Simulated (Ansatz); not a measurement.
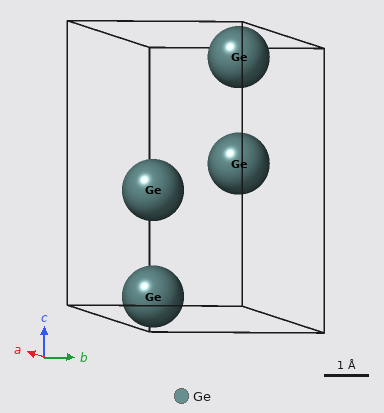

This spheres-only model is shown from a general direction. The conventional unit cell is drawn as a box. Cell: a = 3.998 Å, b = 3.998 Å, c = 6.599 Å, α = 90.00°, β = 90.00°, γ = 120.00°.

What is this?

The element is germanium. The lattice is primitive hexagonal and the space group P6_3/mmc (No. 194). The structure is of the kind named hexagonal diamond (lonsdaleite type). The cell holds four atoms. The coordination shell of Ge holds four Ge in a tetrahedral arrangement at about 2.5 Å.

It goes back to a structure listed in the Materials Project. Earlier steps of the study may have refined or changed the cell and positions. Ansatz was used for an electronic-structure calculation on it.
